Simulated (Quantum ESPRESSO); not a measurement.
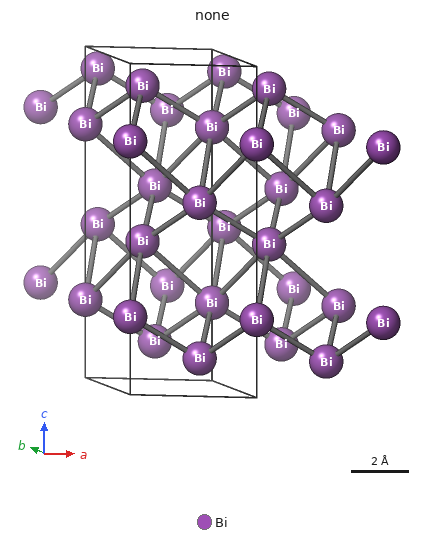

Crystalline Bi (set up in R-3m), relaxed (cell and atoms) with several dispersion corrections. The picture shows the result with none. A ball-and-stick model of the conventional cell (3 times the calculation's cell), repeated 2 × 2 × 1 with one cell outlined, seen slightly off an axis. Lengths and directions refer to the drawn axes.

Computed with Quantum ESPRESSO 7.5: PBEsol, PseudoDojo 0.4.1 SR PBEsol standard. (plane-wave cutoff 898 eV; k-point mesh 6 × 6 × 6; occupations fermi-dirac; smearing width 0.05 eV; optimiser LBFGS; no spin polarisation)

```tsv
dispersion correction	volume (Å³/atom)	a (Å)	c (Å)
none	34.661	4.517	11.772
D4	33.622	4.489	11.558
D3	34.010	4.510	11.582
D3(BJ)	?	?	?
```

**One row is withheld. What does the calculation give there?**

With D3(BJ) the volume is the smallest of the series, below D4 (33.622). The calculation gives 33.064 Å³/atom (a = 4.472 Å, c = 11.455 Å). In order of volume: D3(BJ) < D4 < D3 < none; the spread is 4.8 %.

Each member starts from this one structure; whether another phase lies lower wasn't checked.
